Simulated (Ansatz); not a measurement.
**Run report: NbN, geometry relaxation (part 1 of 2)**

NbN (slab, 4 atoms in the cell), computed with DFT, PBE, PAW with Ansatz's default frozen-core files, scalar-relativistic, no spin polarisation (Ansatz 0.2.0).

It belongs to a series of runs on one base structure; here: atoms relaxed, PAW files. Figures and captions count atoms from 1; the log counts them from 0 in places.

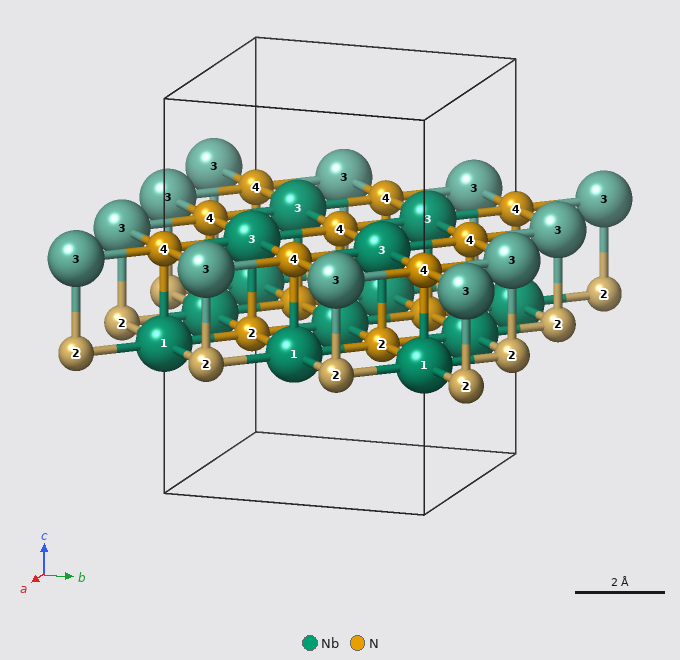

Fig. 1: The input geometry (ball-and-stick view of the 2 × 2 repeat of the cell, with the vacuum cut short, seen slightly off an axis; neighbours outside the cell are drawn fainter; atoms are numbered from 1 in the order of the input). Near neighbours in the crystal (not all of them lie inside the picture): Nb has 5 N at 2.21 Å; N has 5 Nb at 2.21 Å.

Results in brief:

- outcome: converged
- electrons treated: 36
- free energy: −9875.3158 eV
- Fermi energy: 2.398 eV
- final volume: 178.05 Å³
- largest force (length of the vector) at the end: 0.002 eV/Å
- hardware: 1 thread of AMD EPYC (Zen 3), 32 GiB of memory available, shared host
- wall time: 67 s
- peak memory: 0.47 GiB

The program warns: the SCF threshold is looser than advised for the printed stress; the exchange-correlation potential is rough where the density is thin.

Input:
```yaml
crystal:
  lattice:
    - [3.1267856457, 0.0, 0.0]
    - [0.0, 3.1267856457, 0.0]
    - [0.0, 0.0, 18.211]
  atoms:
    - { symbol: Nb, position: [0.0, 0.0, 0.4392957187] }
    - { symbol: "N", position: [0.5, 0.5, 0.4392957187] }
    - { symbol: Nb, position: [0.5, 0.5, 0.5607042813] }
    - { symbol: "N", position: [0.0, 0.0, 0.5607042813] }
kpoints:
  mp_grid: { grid: [13, 13, 1] }
scf:
  occupations: { method: fermi_dirac, width: 0.1 }
hamiltonian:
  xc: pbe
  pseudopotentials: { kind: paw }
output:
  forces: true
  stress: true
  eigenvalues: true
  write_density: true
  write_potential: true
  elf: true
  volumetric_format: npy
relax:
  f_tol: 0.01
  max_steps: 40
efield:
  axis: 3
  amplitude: 0
  dipole_correction: true
```

Launched with:
```bash
ansatz run input.yaml --threads 1 --pin off --max-ram 3584MiB --backend cpu --events-out ev --progress --plain --runs-dir out
```

The program's output:
```
Warning: output.stress: scf.convergence.dr2_threshold = 1e-7 eV (the SCF's general default) is looser than the 4e-10 eV advised for a printed stress (1e-10 eV for each atom of the cell: 4). What an SCF threshold leaves in a stress goes as its square root, and in the free energy as the threshold itself, and one threshold admits the most on a small cell: of the crystals measured, under no hybrid functional and no lock of the moments, on runs that ended without the residual-converged pass, on stresses that held no estimate of that error, the worst erred by over 100 MPa in a component at 1e-7 eV an atom and by under 5 at 1e-10. Every solve of this run answers to scf.convergence.dr2_threshold, and the tensor of one is reported: a single SCF on the reported geometry and on this run's grids (its basis.xc_grid and basis.ecutrho_ratio typed), with scf.convergence.dr2_threshold at 4e-10 eV or tighter, prints it and tightens no other solve. Else set scf.convergence.dr2_threshold to 4e-10 eV or tighter. The threshold is an SCF's pass mark: one that does not reach it within its budget of iterations ends unconverged, or closes short of it on a stop that the run arms, and scf.convergence.dr2_threshold's page says what that costs each kind of run
Engine: ansatz 0.2.0, x86_64-unknown-linux-gnu
Pseudopotentials: kind: paw
Pseudopotential: Nb, paw, valence charge 13, recommended cutoff 420 eV (normal), Nb.paw.azcp
Pseudopotential: N, paw, valence charge 5, recommended cutoff 420 eV (normal), N.paw.azcp
Functional definition: PBE
  parameter kappa = 0.804
  parameter beta = 0.06672455060314922
  exchange = pbe_x(kappa = kappa, mu = beta*pi^2/3)
  correlation = pbe_c(beta = beta)
Crystal: 4 atoms, lattice volume = 178.045 Å³
Basis set: ecut = 420 eV, 3501 PW (Γ), exchange–correlation on 48×48×250 points (8 copies of the dense FFT grid, shifted against one another)
Bands: 22, of which v1, the nominal top of the filled ones, is band 18 counted from 1 (17 counted from 0)
Symmetry: 8 space group operations
k-points: 28 of 169
Non-local potential: Nb, projectors of the file, l = 0: 3, l = 1: 2, l = 2: 2, l = 3: 1
Non-local potential: N, projectors of the file, l = 0: 2, l = 1: 2, l = 2: 1
PAW form: soft (Blöchl's): semilocal exchange-correlation on the pseudo side does not see the compensation charge
PAW one-centre angular grid: Nb, 590 points (default); XC on 64 Gauss nodes
PAW one-centre angular grid: N, 110 points (default); XC on 64 Gauss nodes
Initial density: superposition of atomic densities (neutral atoms: chi_scale 0, normalization atom), corrected by the library's trained network
Initial wavefunctions: pseudopotential atomic-orbital guess
Functional: x = pbe(κ = 0.804, μ = 0.2195149727645171), c = pbe(β = 0.06672455060314922)
SCF iter   1: F=—  HF=-9874.854794 eV  |F-HF|=—  |Δ(HF+E_count)|=         —  Δρ=4.97e-3  dr2=6.12e-2  ethr=1.77e-3  p=-0.000 e·Å  D=-2.18e-14 V/Å  ΔV_dip=0.00 eV  dr2_dipole=1.35e-7  V_vac-E_F(+/−)=3.37/3.37 eV  ⟨swp⟩=7.3  Hψ=7073  notcnv=0
efield: sawtooth ramp at fractional position 0.9500 (placed from the atoms, in the widest stretch of the axis that holds none; the zero of the levels goes with the place), width 0.1000; the density the first Hamiltonian is built on has a dipole p = -0.000 e·Å; the dipole correction subtracts the counter field D = -2.18e-14 V/Å, which shifts the + side's vacuum level by +0.00 eV against the − side's; the planar-averaged density in the ramp window peaks in size at 4.8e-5 e/Å³
automatic band count: the SCF goes on with 26 bands, as 22 were too few: the levels above may hold too much charge
preconditioner: auto → LDOS  [metal: Δε(μ)=0.055 eV  Ē_g=8.626 eV  σ=0.100 eV  W_gap=0.14  n_scr=24 (ndim 8)  ℏωp=12.4 eV  f_vac=0.649  D(μ)=3.63/eV (n_scr^D=10)  β→1.0]
SCF iter   2: F=—  HF=-9874.850498 eV  |F-HF|=—  |Δ(HF+E_count)|=   4.30e-3  Δρ=2.42e-3  dr2=6.85e-3  ethr=1.70e-4  p=-0.000 e·Å  D=-1.21e-5 V/Å  ΔV_dip=0.00 eV  dr2_dipole=1.19e-7  V_vac-E_F(+/−)=3.57/3.57 eV  ⟨swp⟩=2.9  Hψ=1660  notcnv=0
SCF iter   3: F=—  HF=-9874.849444 eV  |F-HF|=—  |Δ(HF+E_count)|=   1.05e-3  Δρ=3.54e-4  dr2=4.65e-4  ethr=1.90e-5  p=-0.000 e·Å  D=-4.68e-6 V/Å  ΔV_dip=0.00 eV  dr2_dipole=5.87e-9  V_vac-E_F(+/−)=3.57/3.57 eV  ⟨swp⟩=2.9  Hψ=1387  notcnv=0
SCF iter   4: F=—  HF=-9874.849494 eV  |F-HF|=—  |Δ(HF+E_count)|=   4.98e-5  Δρ=1.52e-4  dr2=2.21e-4  ethr=1.29e-6  p=-0.000 e·Å  D=-2.04e-6 V/Å  ΔV_dip=0.00 eV  dr2_dipole=1.96e-11  V_vac-E_F(+/−)=3.59/3.59 eV  ⟨swp⟩=2.9  Hψ=1438  notcnv=0
SCF iter   5: F=—  HF=-9874.849467 eV  |F-HF|=—  |Δ(HF+E_count)|=   2.76e-5  Δρ=4.94e-5  dr2=1.25e-5  ethr=6.13e-7  p=-0.000 e·Å  D=-1.16e-6 V/Å  ΔV_dip=0.00 eV  dr2_dipole=2.59e-10  V_vac-E_F(+/−)=3.61/3.61 eV  ⟨swp⟩=2.1  Hψ=963  notcnv=0
SCF iter   6: F=-9874.849469 eV  HF=-9874.849469 eV  |F-HF|=1.57e-8  |Δ(HF+E_count)|=   2.03e-6  Δρ=2.38e-5  dr2=1.45e-6  ethr=6.94e-9  p=-0.000 e·Å  D=-4.24e-7 V/Å  ΔV_dip=0.00 eV  dr2_dipole=1.47e-13  V_vac-E_F(+/−)=3.61/3.61 eV  ⟨swp⟩=15.9  Hψ=6864  notcnv=0
SCF 1 converged in 6 iterations: F = -9874.849469 eV  dr2 = 1.45e-6
  greatest PAW one-centre occupation: 0.998 electrons in one spin orbital (limit 2), on the Nb atom at site 0 (counted from 0), in its partial waves of l = 0
relax step   1: F+E_penalty+E_count = -9874.84946871 eV  Δ(F+E_penalty+E_count) = +0.000e0 eV  max|allowed force component| = 2.384e0 eV/Å  Δτ_max = 0.0000 Å  (6 SCF iters, dr2 threshold 2.50e-6 eV, accepted)
Bands: 26, of which v1, the nominal top of the filled ones, is band 18 counted from 1 (17 counted from 0)
Initial density: handed on by an earlier stage of this run
Initial wavefunctions: those handed on with the density
iter 1 solved again at ethr=5.12e-4 eV; its pass at ethr=3.10e-3 eV (dr2=1.84e-1 eV) is discarded
SCF iter   1: F=—  HF=-9875.259759 eV  |F-HF|=—  |Δ(HF+E_count)|=         —  Δρ=1.50e-2  dr2=1.86e-1  ethr=5.12e-4  p=-0.000 e·Å  D=-4.24e-7 V/Å  ΔV_dip=0.00 eV  dr2_dipole=7.94e-12  V_vac-E_F(+/−)=3.85/3.85 eV  ⟨swp⟩=1.2  Hψ=4352  notcnv=0
efield: sawtooth ramp at fractional position 0.9500 (handed on by an earlier solve), width 0.1000; the density the first Hamiltonian is built on has a dipole p = -0.000 e·Å; the dipole correction subtracts the counter field D = -4.24e-7 V/Å, which shifts the + side's vacuum level by +0.00 eV against the − side's; the planar-averaged density in the ramp window peaks in size at 3.2e-6 e/Å³
preconditioner: auto → LDOS  [metal: Δε(μ)=0.108 eV  Ē_g=9.010 eV  σ=0.100 eV  W_gap=0.26  n_scr=24 (ndim 8)  ℏωp=12.4 eV  f_vac=0.664  D(μ)=2.03/eV (n_scr^D=8)  β→1.0]
SCF iter   2: F=—  HF=-9875.250558 eV  |F-HF|=—  |Δ(HF+E_count)|=   9.20e-3  Δρ=3.56e-3  dr2=4.79e-2  ethr=5.12e-4  p=-0.000 e·Å  D=-2.66e-7 V/Å  ΔV_dip=0.00 eV  dr2_dipole=3.95e-12  V_vac-E_F(+/−)=3.35/3.35 eV  ⟨swp⟩=3.0  Hψ=1430  notcnv=0
SCF iter   3: F=—  HF=-9875.244102 eV  |F-HF|=—  |Δ(HF+E_count)|=   6.46e-3  Δρ=2.29e-3  dr2=1.56e-2  ethr=1.33e-4  p=-0.000 e·Å  D=-3.24e-7 V/Å  ΔV_dip=0.00 eV  dr2_dipole=6.62e-12  V_vac-E_F(+/−)=3.18/3.18 eV  ⟨swp⟩=2.5  Hψ=1468  notcnv=0
SCF iter   4: F=—  HF=-9875.239974 eV  |F-HF|=—  |Δ(HF+E_count)|=   4.13e-3  Δρ=5.86e-4  dr2=9.16e-4  ethr=4.33e-5  p=-0.000 e·Å  D=-2.95e-7 V/Å  ΔV_dip=0.00 eV  dr2_dipole=3.35e-12  V_vac-E_F(+/−)=3.14/3.14 eV  ⟨swp⟩=2.9  Hψ=1538  notcnv=0  defer=3
SCF iter   5: F=—  HF=-9875.239795 eV  |F-HF|=—  |Δ(HF+E_count)|=   1.79e-4  Δρ=2.94e-4  dr2=1.92e-4  ethr=2.54e-6  p=0.000 e·Å  D=1.43e-7 V/Å  ΔV_dip=-0.00 eV  dr2_dipole=8.59e-12  V_vac-E_F(+/−)=3.08/3.08 eV  ⟨swp⟩=2.8  Hψ=1332  notcnv=0  defer=3
SCF iter   6: F=-9875.239761 eV  HF=-9875.239763 eV  |F-HF|=1.49e-6  |Δ(HF+E_count)|=   3.20e-5  Δρ=4.10e-5  dr2=4.94e-6  ethr=2.78e-7  p=-0.000 e·Å  D=-7.08e-8 V/Å  ΔV_dip=0.00 eV  dr2_dipole=1.40e-13  V_vac-E_F(+/−)=3.06/3.06 eV  ⟨swp⟩=16.6  Hψ=7962  notcnv=0
SCF 2 converged in 6 iterations: F = -9875.239761 eV  dr2 = 4.94e-6
  greatest PAW one-centre occupation: 0.998 electrons in one spin orbital (limit 2), on the Nb atom at site 2 (counted from 0), in its partial waves of l = 0
relax step   2: F+E_penalty+E_count = -9875.23976138 eV  Δ(F+E_penalty+E_count) = -3.903e-1 eV  max|allowed force component| = 1.434e0 eV/Å  Δτ_max = 0.1956 Å  (6 SCF iters, dr2 threshold 1.00e-4 eV, accepted)
SCF iter   1: F=—  HF=-9875.315138 eV  |F-HF|=—  |Δ(HF+E_count)|=         —  Δρ=5.17e-3  dr2=2.08e-2  ethr=4.00e-4  p=-0.000 e·Å  D=-7.08e-8 V/Å  ΔV_dip=0.00 eV  dr2_dipole=1.15e-11  V_vac-E_F(+/−)=3.00/3.00 eV  ⟨swp⟩=5.3  Hψ=2443  notcnv=0  defer=3
efield: sawtooth ramp at fractional position 0.9500 (handed on by an earlier solve), width 0.1000; the density the first Hamiltonian is built on has a dipole p = -0.000 e·Å; the dipole correction subtracts the counter field D = -7.08e-8 V/Å, which shifts the + side's vacuum level by +0.00 eV against the − side's; the planar-averaged density in the ramp window peaks in size at 1.2e-6 e/Å³
preconditioner: auto → LDOS  [metal: Δε(μ)=0.058 eV  Ē_g=8.876 eV  σ=0.100 eV  W_gap=0.14  n_scr=24 (ndim 8)  ℏωp=12.4 eV  f_vac=0.666  D(μ)=2.44/eV (n_scr^D=8)  β→1.0]
SCF iter   2: F=—  HF=-9875.314137 eV  |F-HF|=—  |Δ(HF+E_count)|=   1.00e-3  Δρ=1.04e-3  dr2=2.86e-3  ethr=5.76e-5  p=-0.000 e·Å  D=-1.17e-6 V/Å  ΔV_dip=0.00 eV  dr2_dipole=1.26e-10  V_vac-E_F(+/−)=3.12/3.12 eV  ⟨swp⟩=2.9  Hψ=1533  notcnv=0
SCF iter   3: F=—  HF=-9875.313798 eV  |F-HF|=—  |Δ(HF+E_count)|=   3.39e-4  Δρ=5.91e-4  dr2=9.45e-4  ethr=7.95e-6  p=-0.000 e·Å  D=-6.65e-7 V/Å  ΔV_dip=0.00 eV  dr2_dipole=1.52e-12  V_vac-E_F(+/−)=3.17/3.17 eV  ⟨swp⟩=2.1  Hψ=1234  notcnv=0
SCF iter   4: F=—  HF=-9875.313543 eV  |F-HF|=—  |Δ(HF+E_count)|=   2.55e-4  Δρ=1.76e-4  dr2=1.08e-4  ethr=2.63e-6  p=-0.000 e·Å  D=-4.56e-7 V/Å  ΔV_dip=0.00 eV  dr2_dipole=8.56e-13  V_vac-E_F(+/−)=3.18/3.18 eV  ⟨swp⟩=2.8  Hψ=1362  notcnv=0
SCF iter   5: F=-9875.313515 eV  HF=-9875.313521 eV  |F-HF|=6.14e-6  |Δ(HF+E_count)|=   2.24e-5  Δρ=8.09e-5  dr2=1.53e-5  ethr=2.78e-7  p=-0.000 e·Å  D=-2.25e-7 V/Å  ΔV_dip=0.00 eV  dr2_dipole=2.35e-12  V_vac-E_F(+/−)=3.20/3.20 eV  ⟨swp⟩=15.6  Hψ=7820  notcnv=0
SCF 3 converged in 5 iterations: F = -9875.313515 eV  dr2 = 1.53e-5
relax step   3: F+E_penalty+E_count = -9875.31351474 eV  Δ(F+E_penalty+E_count) = -7.375e-2 eV  max|allowed force component| = 1.546e-1 eV/Å  Δτ_max = 0.0582 Å  (5 SCF iters, dr2 threshold 1.00e-4 eV, accepted)
SCF iter   1: F=—  HF=-9875.315803 eV  |F-HF|=—  |Δ(HF+E_count)|=         —  Δρ=6.21e-4  dr2=9.44e-4  ethr=1.48e-5  p=-0.000 e·Å  D=-2.25e-7 V/Å  ΔV_dip=0.00 eV  dr2_dipole=8.62e-13  V_vac-E_F(+/−)=3.20/3.20 eV  ⟨swp⟩=2.2  Hψ=1687  notcnv=0
efield: sawtooth ramp at fractional position 0.9500 (handed on by an earlier solve), width 0.1000; the density the first Hamiltonian is built on has a dipole p = -0.000 e·Å; the dipole correction subtracts the counter field D = -2.25e-7 V/Å, which shifts the + side's vacuum level by +0.00 eV against the − side's; the planar-averaged density in the ramp window peaks in size at 2.3e-6 e/Å³
preconditioner: auto → LDOS  [metal: Δε(μ)=0.022 eV  Ē_g=8.843 eV  σ=0.100 eV  W_gap=0.05  n_scr=24 (ndim 8)  ℏωp=12.4 eV  f_vac=0.664  D(μ)=2.45/eV (n_scr^D=8)  β→1.0]
SCF iter   2: F=—  HF=-9875.315614 eV  |F-HF|=—  |Δ(HF+E_count)|=   1.89e-4  Δρ=4.27e-4  dr2=4.52e-4  ethr=2.62e-6  p=0.000 e·Å  D=4.20e-7 V/Å  ΔV_dip=-0.00 eV  dr2_dipole=4.17e-13  V_vac-E_F(+/−)=3.21/3.21 eV  ⟨swp⟩=2.8  Hψ=1401  notcnv=0
SCF iter   3: F=—  HF=-9875.315512 eV  |F-HF|=—  |Δ(HF+E_count)|=   1.02e-4  Δρ=9.42e-5  dr2=3.03e-5  ethr=1.26e-6  p=0.000 e·Å  D=4.83e-8 V/Å  ΔV_dip=-0.00 eV  dr2_dipole=1.97e-14  V_vac-E_F(+/−)=3.21/3.21 eV  ⟨swp⟩=2.0  Hψ=1054  notcnv=0
SCF iter   4: F=—  HF=-9875.315509 eV  |F-HF|=—  |Δ(HF+E_count)|=   2.63e-6  Δρ=2.24e-5  dr2=1.96e-6  ethr=8.41e-8  p=-0.000 e·Å  D=-1.27e-9 V/Å  ΔV_dip=0.00 eV  dr2_dipole=6.68e-14  V_vac-E_F(+/−)=3.21/3.21 eV  ⟨swp⟩=2.4  Hψ=1161  notcnv=0
SCF iter   5: F=-9875.315509 eV  HF=-9875.315510 eV  |F-HF|=6.03e-8  |Δ(HF+E_count)|=   3.86e-7  Δρ=7.06e-6  dr2=1.80e-7  ethr=4.15e-9  p=0.000 e·Å  D=3.36e-8 V/Å  ΔV_dip=-0.00 eV  dr2_dipole=5.03e-14  V_vac-E_F(+/−)=3.21/3.21 eV  ⟨swp⟩=15.1  Hψ=6543  notcnv=0
SCF 4 converged in 5 iterations: F = -9875.315509 eV  dr2 = 1.80e-7
relax step   4: F+E_penalty+E_count = -9875.31550944 eV  Δ(F+E_penalty+E_count) = -1.995e-3 eV  max|allowed force component| = 4.143e-2 eV/Å  Δτ_max = 0.0101 Å  (5 SCF iters, dr2 threshold 1.49e-6 eV, accepted)
SCF iter   1: F=—  HF=-9875.315799 eV  |F-HF|=—  |Δ(HF+E_count)|=         —  Δρ=3.11e-4  dr2=1.21e-4  ethr=5.44e-6  p=0.000 e·Å  D=3.36e-8 V/Å  ΔV_dip=-0.00 eV  dr2_dipole=1.15e-13  V_vac-E_F(+/−)=3.21/3.22 eV  ⟨swp⟩=2.0  Hψ=1478  notcnv=0
efield: sawtooth ramp at fractional position 0.9500 (handed on by an earlier solve), width 0.1000; the density the first Hamiltonian is built on has a dipole p = 0.000 e·Å; the dipole correction subtracts the counter field D = 3.36e-8 V/Å, which shifts the + side's vacuum level by -0.00 eV against the − side's; the planar-averaged density in the ramp window peaks in size at 2.4e-6 e/Å³
preconditioner: auto → LDOS  [metal: Δε(μ)=0.028 eV  Ē_g=8.842 eV  σ=0.100 eV  W_gap=0.07  n_scr=24 (ndim 8)  ℏωp=12.4 eV  f_vac=0.664  D(μ)=2.45/eV (n_scr^D=8)  β→1.0]
SCF iter   2: F=—  HF=-9875.315786 eV  |F-HF|=—  |Δ(HF+E_count)|=   1.35e-5  Δρ=1.69e-4  dr2=8.41e-5  ethr=3.37e-7  p=0.000 e·Å  D=1.98e-7 V/Å  ΔV_dip=-0.00 eV  dr2_dipole=1.90e-13  V_vac-E_F(+/−)=3.21/3.21 eV  ⟨swp⟩=3.5  Hψ=1708  notcnv=0
SCF iter   3: F=—  HF=-9875.315752 eV  |F-HF|=—  |Δ(HF+E_count)|=   3.35e-5  Δρ=3.80e-5  dr2=3.02e-6  ethr=2.34e-7  p=0.000 e·Å  D=2.49e-8 V/Å  ΔV_dip=-0.00 eV  dr2_dipole=1.91e-13  V_vac-E_F(+/−)=3.21/3.21 eV  ⟨swp⟩=2.3  Hψ=1134  notcnv=0
SCF iter   4: F=—  HF=-9875.315753 eV  |F-HF|=—  |Δ(HF+E_count)|=   6.11e-7  Δρ=7.04e-6  dr2=1.53e-7  ethr=8.40e-9  p=-0.000 e·Å  D=-2.84e-9 V/Å  ΔV_dip=0.00 eV  dr2_dipole=1.46e-14  V_vac-E_F(+/−)=3.21/3.21 eV  ⟨swp⟩=2.4  Hψ=1208  notcnv=0
SCF iter   5: F=-9875.315753 eV  HF=-9875.315753 eV  |F-HF|=1.19e-8  |Δ(HF+E_count)|=   7.62e-8  Δρ=2.27e-6  dr2=2.68e-8  ethr=2.98e-10  p=-0.000 e·Å  D=-9.56e-9 V/Å  ΔV_dip=0.00 eV  dr2_dipole=1.64e-13  V_vac-E_F(+/−)=3.21/3.21 eV  ⟨swp⟩=13.4  Hψ=6054  notcnv=0
SCF 5 converged in 5 iterations: F = -9875.315753 eV  dr2 = 2.68e-8
relax step   5: F+E_penalty+E_count = -9875.31575315 eV  Δ(F+E_penalty+E_count) = -2.437e-4 eV  max|allowed force component| = 1.665e-3 eV/Å  Δτ_max = 0.0042 Å  (5 SCF iters, dr2 threshold 1.07e-7 eV, accepted)
iter 1 solved again at ethr=9.00e-11 eV; its pass at ethr=3.10e-3 eV (dr2=3.24e-8 eV) is discarded
SCF iter   1: F=—  HF=-9875.315740 eV  |F-HF|=—  |Δ(HF+E_count)|=         —  Δρ=2.78e-6  dr2=3.27e-8  ethr=9.00e-11  p=-0.000 e·Å  D=-9.56e-9 V/Å  ΔV_dip=0.00 eV  dr2_dipole=1.56e-13  V_vac-E_F(+/−)=3.21/3.21 eV  ⟨swp⟩=1.0  Hψ=2128  notcnv=0
efield: sawtooth ramp at fractional position 0.9500 (handed on by an earlier solve), width 0.1000; the density the first Hamiltonian is built on has a dipole p = -0.000 e·Å; the dipole correction subtracts the counter field D = -9.56e-9 V/Å, which shifts the + side's vacuum level by +0.00 eV against the − side's; the planar-averaged density in the ramp window peaks in size at 2.3e-6 e/Å³
SCF iter   2: F=-9875.315753 eV  HF=-9875.315753 eV  |F-HF|=5.02e-9  |Δ(HF+E_count)|=   1.30e-5  Δρ=2.49e-6  dr2=1.03e-8  ethr=9.00e-11  p=-0.000 e·Å  D=-7.92e-9 V/Å  ΔV_dip=0.00 eV  dr2_dipole=2.83e-14  V_vac-E_F(+/−)=3.21/3.21 eV  ⟨swp⟩=12.4  Hψ=5908  notcnv=0
SCF 6 converged in 2 iterations: F = -9875.315753 eV  dr2 = 1.03e-8
relax step   6: F+E_penalty+E_count = -9875.31575316 eV  Δ(F+E_penalty+E_count) = -7.658e-9 eV  max|allowed force component| = 1.626e-3 eV/Å  Δτ_max = 0.0000 Å  (2 SCF iters, accepted)
```

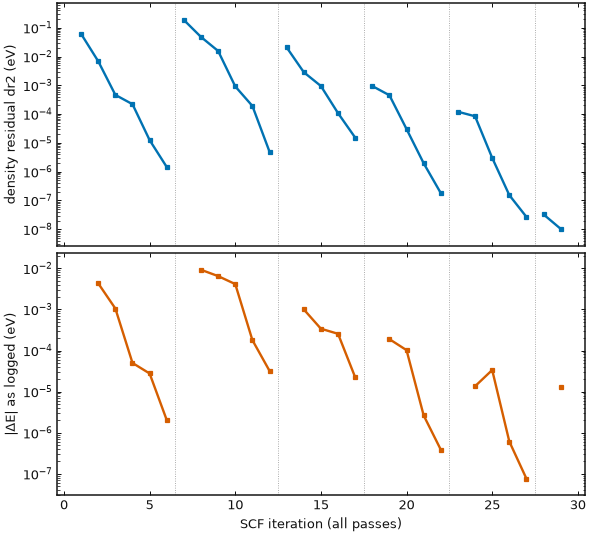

Fig. 2: Convergence of the self-consistent field: density residual dr2 and size of the energy change against the SCF iteration. The dotted lines part the SCF passes of the relaxation: geometry steps, rejected trials and re-solves on a re-selected basis. The 6 passes take 2 to 6 iterations each, 29 in all.
